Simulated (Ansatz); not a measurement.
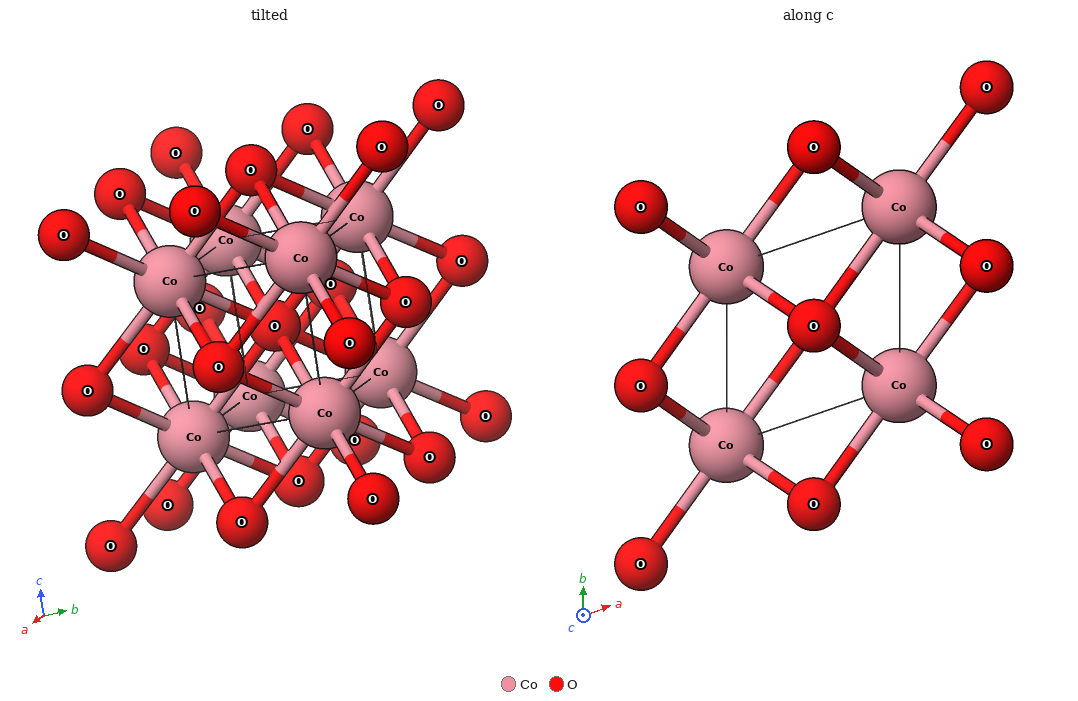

The crystal in a ball-and-stick representation, seen slightly off an axis and along the c axis. The frame is the simulation cell; atoms at its boundary are shown with their periodic copies. Some neighbours outside the box are added.

Input used:
```yaml
crystal:
  lattice:
    - [1.5366913051, 0.9295529666, 2.3068772359]
    - [-1.5046341037, 0.8816100422, 2.3039342238]
    - [-0.0254911898, -1.8064421046, 2.3035732204]
  atoms:
    - { symbol: Co, position: [-0.0031882567, -0.0002281954, -0.0040814528], spin: 2.7 }
    - { symbol: O, position: [0.5031882567, 0.5002281954, 0.5040814528], spin: 0.34 }
basis:
  ecutwfc: 420
kpoints:
  mp_grid: { grid: [12, 12, 12] }
hamiltonian:
  xc: pbe
scf:
  occupations: { method: gaussian, width: 0.15 }
output:
  forces: true
  stress: true
  eigenvalues: true
  populations: true
magnetization:
  spin_polarized: true
```
Run as:
```sh
ansatz run input.yaml --threads 1 --pin off --max-ram 2560MiB --backend cpu --events-out ev --progress --plain --runs-dir out
```

Setup: DFT PBE, scalar-relativistic, plane waves, PAW (Ansatz 0.2.0); plane waves up to 420 eV, the zone sampled with 12×12×12 points, Gaussian smearing of 0.15 eV, collinear spins.

How large a gap does the method give, if there is one?

A metal: bands cross the Fermi level.

State the hydrostatic pressure.

The computed pressure is 0.3 GPa (compressed: it would expand). The stress isn't hydrostatic: its largest component is 0.9 GPa.

Is the solution magnetic?

Yes: the net moment is 2.9 μB and the absolute magnetisation 2.9 μB for the cell drawn.

Origin of the cell: a structure listed in the Materials Project. The cell was then strained or its atoms displaced on purpose. It was the input of a calculation with Ansatz.
